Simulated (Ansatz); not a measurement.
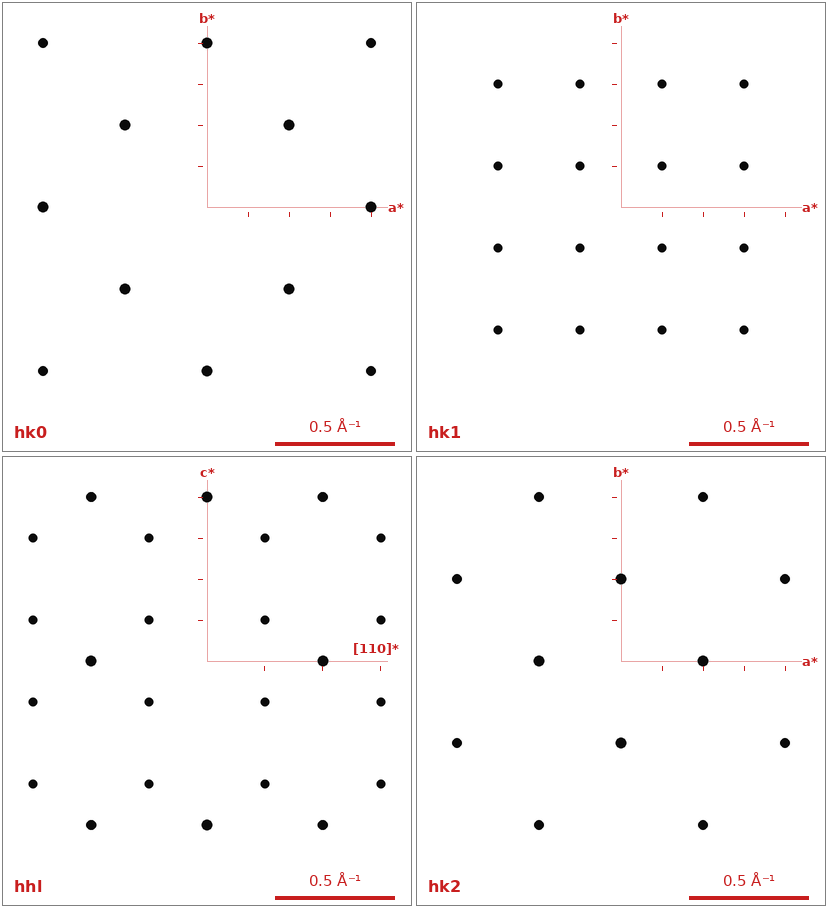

Four undistorted layers of reciprocal space, calculated for a single crystal (neutrons, kinematic |F|², B = 0.5 Å²). Tick marks count the reciprocal lattice steps of the conventional cell along each axis.

Read the reciprocal cell and give the direct cell.

Answer. a* = 0.173, b* = 0.173, c* = 0.173 Å⁻¹; the cell is cubic with a = 5.79 Å.

Which reflection conditions do the layers show?

Answer. Reflections are present only under these conditions. hkl: h + k = 2n, h + l = 2n; hk0: h = 2n, h + k = 4n; hhl: h + l = 2n; h00: h = 4n. The lattice is face-centred (F). Further gaps, such as 2 2 2, 4 4 2, come from atoms on special positions, not from the group's general conditions.

Which space groups fit?

Answer. The intensities have Laue symmetry m-3m (the hk0 layer shows 4mm, hk1 shows 4mm). With these conditions only Fd-3m (No. 227) fits. The compound is W. Structure: coordinates from a relaxation with DFT r2SCAN, scalar-relativistic, plane waves, PAW in Ansatz; the starting structure was generated, so it need not be a known form of this composition.
